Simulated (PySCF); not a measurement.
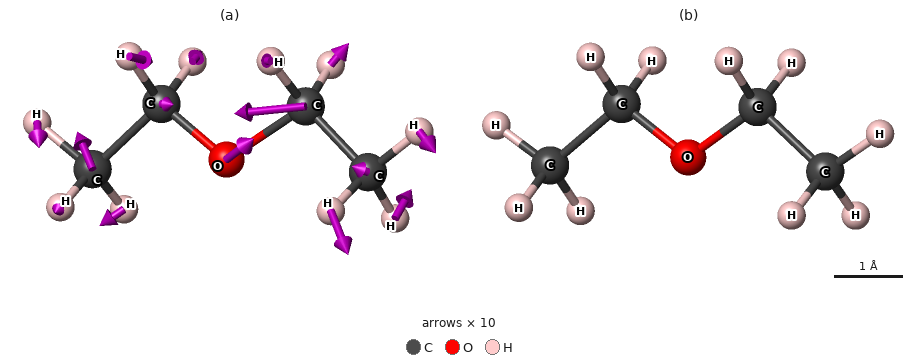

The structure of C$_{4}$H$_{10}$O before (left) and after (right) a relaxation, at one scale. The purple arrows give the displacements, 10 times their true length.

Style: ball-and-stick. Shown at a tilt.

The start comes from MMFF94s. Its atoms were then displaced at random by about 0.03 Å.

All numbers below come from PySCF 2.14.0, density-fitted response routines, PBE0-D3(BJ)/def2-SVP geometry optimisation, gas phase. 

Summarise the run.

Answer. After 7 geometry steps the energy has fallen by 88.0 kJ/mol. The largest move after the best rigid fit is that of a C atom, 0.11 Å. By element the largest moves are C 0.11 Å, H 0.08 Å, O 0.07 Å. Some distances before and after: C–O 1.566 → 1.398 Å, C–H 1.200 → 1.100 Å, C–H 1.035 → 1.100 Å, C–C 1.447 → 1.509 Å. Bond angles that change, for instance: O–C–H 102.1° → 110.4°, C–C–H 117.1° → 110.4°, H–C–H 114.3° → 108.0°.
